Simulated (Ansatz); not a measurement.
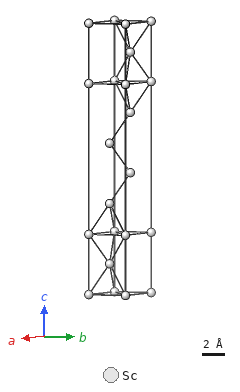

Starting structure of solid Sc (built on the samarium (9R)_166 type) (coarse preliminary run). The picture is a ball-and-stick view of the conventional cell (3 times the calculation's cell), seen from a free direction. Lengths and directions refer to the drawn axes.

Case: samarium (9R) type (R-3m, No. 166).

Theory: DFT PBE, scalar-relativistic, plane waves, PAW (Ansatz 0.2.0).

Input
```yaml
crystal:
  lattice:
    - [1.7333235179, 1.0007347996, 8.3770438]
    - [-1.7333235179, 1.0007347996, 8.3770438]
    - [0.0, -2.0014695993, 8.3770438]
  atoms:
    - { symbol: Sc, position: [0.0, 0.0, 0.0] }
    - { symbol: Sc, position: [0.22222, 0.22222, 0.22222] }
    - { symbol: Sc, position: [0.77778, 0.77778, 0.77778] }
basis:
  ecutwfc: 420
kpoints:
  mp_grid: { grid: [6, 6, 6] }
hamiltonian:
  xc: pbe
scf:
  occupations: { method: gaussian, width: 0.1 }
  lower_state_search: "off"
output:
  forces: true
  stress: true
  eigenvalues: true
relax:
  adjacent_minimum: "off"
  f_tol: 0.04
  max_steps: 70
  cell: { stress_tol: 0.4 }
```

Q: Predict the outcome.

A: After 3 accepted moves (4 points after the start) the energy has fallen by 106 meV per atom. The largest force component goes from 0.084 to 0.0013 eV/Å. The pressure goes from −6.65 to 0.04 GPa. The SCF was repeated once at an unchanged geometry on a basis and grid sized afresh for the cell, which shifted the energy by 0.5 meV per atom at most. The largest moves relative to the cell, 0.014 Å, are those of Sc2 and Sc3. Sc2 goes along −c. The drawn cell changes as follows: a = b 3.467 → 3.305 Å (−4.7 %), c 25.131 → 23.390 Å (−6.9 %); the volume changes by −15.4 %. Among the contacts that change: Sc2–Sc3 3.435 → 3.201 Å, Sc1–Sc2 3.436 → 3.235 Å, Sc1–Sc1 3.467 → 3.305 Å. The space group stays R-3m (No. 166).

Final geometry:

```
CELL_PARAMETERS angstrom
1.65228 0.95395 7.79658
-1.65228 0.95395 7.79658
0.00000 -1.90789 7.79658
ATOMIC_POSITIONS crystal
Sc 0.00000 0.00000 0.00000
Sc 0.22162 0.22162 0.22162
Sc 0.77838 0.77838 0.77838
```

After the run, drawn alike:

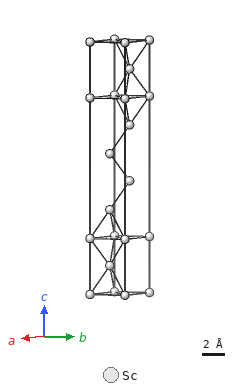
